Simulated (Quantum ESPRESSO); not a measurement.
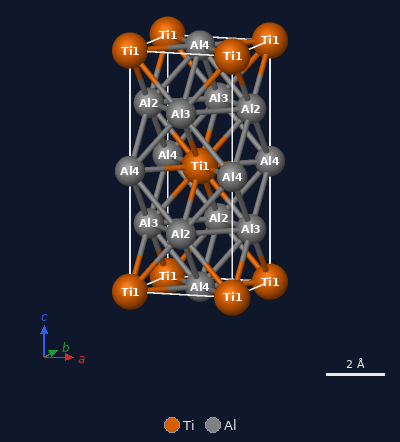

**Figure 1.** The input geometry (ball-and-stick view of the cell 2 times as large as that of the calculation, set on its symmetry axes, seen slightly off an axis; atoms are numbered from 1 in the order of the input). An atom can appear more than once, as a periodic image. Near neighbours in the periodic cell (some may lie outside the picture): Ti has 12 Al at 2.70 to 2.87 Å; Al has 8 Al at 2.70 to 2.87 Å and 4 Ti at 2.70 to 2.87 Å.

**TiAl3: relaxation of cell and atoms**

The run: relaxation of cell and atoms of TiAl3 (4 atoms in the cell). Method and program: Kohn-Sham DFT of a periodic cell, PBEsol with rVV10, GBRV 1.5 PBEsol, no spin polarisation (Quantum ESPRESSO 7.5).

The structure derives from a Materials Project entry.

Output:
```
Step          Energy          fmax
BFGS:    0    -1893.337723        0.184072
BFGS:    1    -1893.339060        0.162524
BFGS:    2    -1893.343817        0.002823
converged True
cell (A) [  5.03437   5.03437   5.03437 135.6462  135.6462   64.52779]
energy -1893.34381749 eV
forces (eV/A)
[[-0. -0.  0.]
 [-0. -0. -0.]
 [-0.  0.  0.]
 [ 0.  0.  0.]]
stress (eV/A^3, Voigt)
[-0.0001616  -0.0001616   0.00018363  0.          0.          0.        ]
Fermi level 9.7668 eV
```

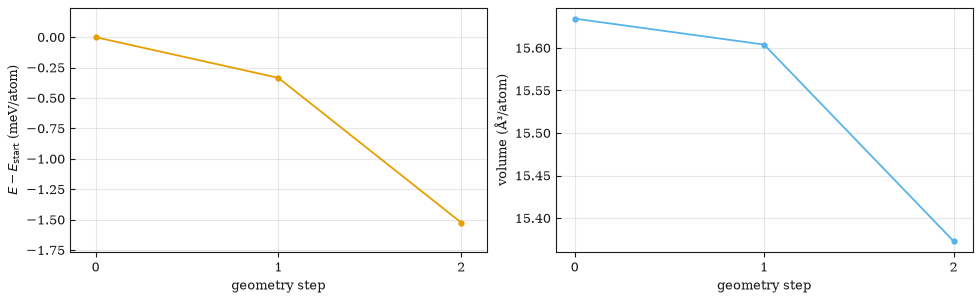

**Figure 2.** Progress of the relaxation, step by step (steps are counted from 0).

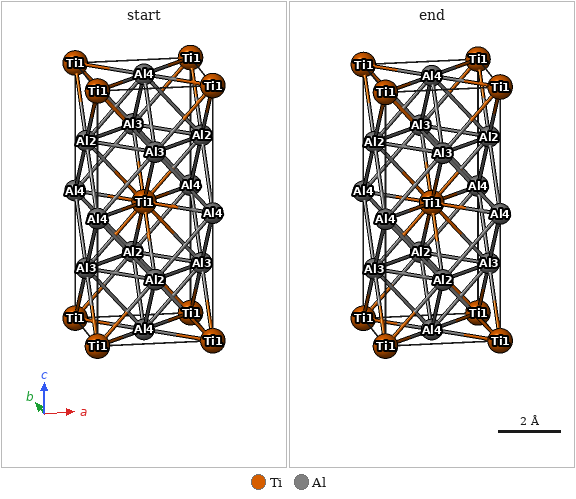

**Figure 3.** Before (left) and after (right) the relaxation, at one scale (ball-and-stick view of the cell 2 times as large as that of the calculation, set on its symmetry axes, seen slightly off an axis). No atom moves by more than 0.005 Å relative to the cell. The drawn cell changes as follows: a = b 3.822 → 3.801 Å (−0.6 %), c 8.561 → 8.514 Å (−0.6 %); the volume changes by −1.7 %. Distances before and after: Al2–Al4 2.869 → 2.853 Å, Ti1–Al2 2.869 → 2.853 Å, Ti1–Al4 2.703 → 2.687 Å, Al2–Al3 2.703 → 2.687 Å. The space group stays I4/mmm (No. 139). After 2 geometry steps the energy has fallen by 1.5 meV per atom. All forces vanish by symmetry, so only the cell relaxes. (Atoms are counted from 1 in the order of the input.)

The run was set up as follows.

The input:
```python
import numpy as np
from ase.calculators.espresso import Espresso, EspressoProfile
import spglib
from ase import Atoms
from ase.io import read

atoms = read('TiAl3.cif')
cell, pos, num = spglib.standardize_cell((atoms.cell[:], atoms.get_scaled_positions(), atoms.numbers), to_primitive=True, symprec=1e-4)
atoms = Atoms(numbers=num, cell=cell, scaled_positions=pos, pbc=True)

input_data = {
    'control': {'calculation': 'scf', 'prefix': 'pwscf', 'outdir': './tmp', 'tprnfor': True, 'tstress': True, 'disk_io': 'low'},
    'system': {'ecutwfc': 45.0, 'ecutrho': 360.0, 'nbnd': 17, 'input_dft': 'sla+pw+psx+psc+vv10', 'occupations': 'smearing', 'smearing': 'fd', 'degauss': 0.00367493},
    'electrons': {'conv_thr': 8e-10, 'electron_maxstep': 120, 'mixing_beta': 0.5},
}
pseudopotentials = {'Al': 'al_pbesol_v1.uspp.F.UPF', 'Ti': 'ti_pbesol_v1.4.uspp.F.UPF'}
profile = EspressoProfile(command='mpirun -n 2 pw.x -nk 2', pseudo_dir='pseudo')
dft = Espresso(profile=profile, input_data=input_data, pseudopotentials=pseudopotentials, kpts=(8, 8, 8), koffset=(0, 0, 0))
atoms.calc = dft

from ase.optimize import BFGS
from ase.filters import FrechetCellFilter
done = BFGS(FrechetCellFilter(atoms), trajectory='opt.traj').run(fmax=0.02, steps=30)
print('converged', done)
print('cell (A)', np.round(atoms.cell.cellpar(), 5))
print(f'energy {atoms.get_potential_energy():.8f} eV')
print('forces (eV/A)')
print(np.round(atoms.get_forces(), 6))
print('stress (eV/A^3, Voigt)')
print(np.round(atoms.get_stress(), 8))
print(f'Fermi level {dft.get_fermi_level():.4f} eV')
```

File TiAl3.cif:
```
data_TiAl3
_cell_length_a 3.82221354
_cell_length_b 3.82221354
_cell_length_c 8.56133759
_cell_angle_alpha 90.00000000
_cell_angle_beta 90.00000000
_cell_angle_gamma 90.00000000
_space_group_name_H-M_alt 'I4/mmm'
_space_group_name_Hall '-I 4 2'
_space_group_IT_number 139
loop_
_space_group_symop_operation_xyz
'x,y,z'
'-x,-y,-z'
'-y,x,z'
'y,-x,-z'
'-x,-y,z'
'x,y,-z'
'y,-x,z'
'-y,x,-z'
'x,-y,-z'
'-x,y,z'
'-y,-x,-z'
'y,x,z'
'-x,y,-z'
'x,-y,z'
'y,x,-z'
'-y,-x,z'
'x+1/2,y+1/2,z+1/2'
'-x+1/2,-y+1/2,-z+1/2'
'-y+1/2,x+1/2,z+1/2'
'y+1/2,-x+1/2,-z+1/2'
'-x+1/2,-y+1/2,z+1/2'
'x+1/2,y+1/2,-z+1/2'
'y+1/2,-x+1/2,z+1/2'
'-y+1/2,x+1/2,-z+1/2'
'x+1/2,-y+1/2,-z+1/2'
'-x+1/2,y+1/2,z+1/2'
'-y+1/2,-x+1/2,-z+1/2'
'y+1/2,x+1/2,z+1/2'
'-x+1/2,y+1/2,-z+1/2'
'x+1/2,-y+1/2,z+1/2'
'y+1/2,x+1/2,-z+1/2'
'-y+1/2,-x+1/2,z+1/2'
loop_
_atom_site_label
_atom_site_type_symbol
_atom_site_symmetry_multiplicity
_atom_site_Wyckoff_symbol
_atom_site_fract_x
_atom_site_fract_y
_atom_site_fract_z
_atom_site_occupancy
Ti1 Ti 2 a 0.0000000000 0.0000000000 0.0000000000 1
Al1 Al 4 d 0.5000000000 0.0000000000 0.2500000000 1
Al2 Al 2 b 0.5000000000 0.5000000000 0.0000000000 1
```

Launch command:
```bash
OMP_NUM_THREADS=1 python run.py
```

Key numbers:

- outcome: converged
- space group (tolerance 0.01 Å): I4/mmm (139)
- electrons treated: 21
- free energy: −1893.3440 eV
- Fermi energy: 9.767 eV
- gap on the k-point mesh: none (metallic)
- pressure: 0.01 GPa
- final volume: 61.49 Å³
- largest force (length of the vector) at the end: under 0.001 eV/Å
- final cell: a = 5.034 Å, b = 5.034 Å, c = 5.034 Å, α = 135.65°, β = 135.65°, γ = 64.53°
- hardware: 2 threads of Intel Xeon (Granite Rapids), 32 GiB of memory available, shared host
- wall time: 84 s (CPU time 2.8 min)
- peak memory: 0.52 GiB

Remarks:

Further notes kept with the run: rVV10 parameter b fitted to another functional; negative rho. Points of doubt noted for this run: rvv10 parameter b fitted to another functional.
